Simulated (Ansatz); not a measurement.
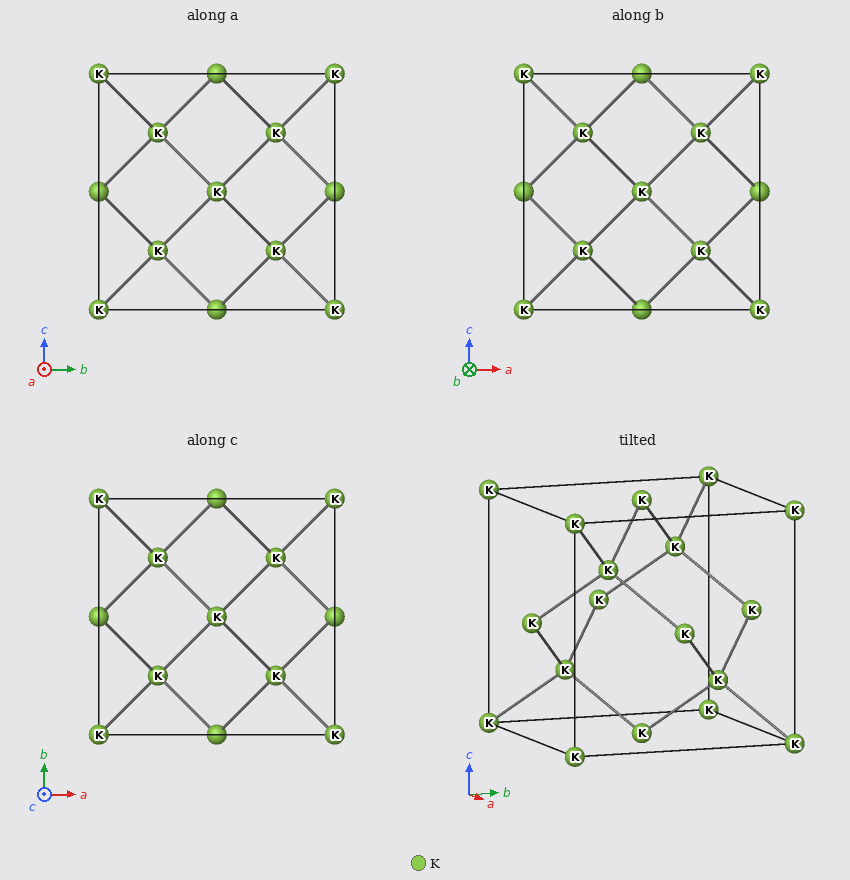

We look at a ball-and-stick model of the crystal along the a axis, along the b axis, along the c axis and slightly off an axis. One conventional unit cell is framed, with atoms on its boundary repeated.

Lattice parameters: a = 9.695 Å, b = 9.695 Å, c = 9.695 Å, α = 90.00°, β = 90.00°, γ = 90.00°. Put a along x and b in the xy plane.

### Transcribe the picture into a POSCAR file.

```
K
1.0
     9.695    0.000    0.000
     0.000    9.695    0.000
     0.000    0.000    9.695
K
8
Direct
  0.7500 0.7500 0.2500
  0.0000 0.5000 0.5000
  0.7500 0.2500 0.7500
  0.0000 0.0000 0.0000
  0.2500 0.7500 0.7500
  0.5000 0.5000 0.0000
  0.2500 0.2500 0.2500
  0.5000 0.0000 0.5000
```

It goes back to a structure type filled with this element by a generator (whether the element takes this form wasn't checked). Earlier steps of the study may have refined or changed the cell and positions. Ansatz was used for an electronic-structure calculation on it.
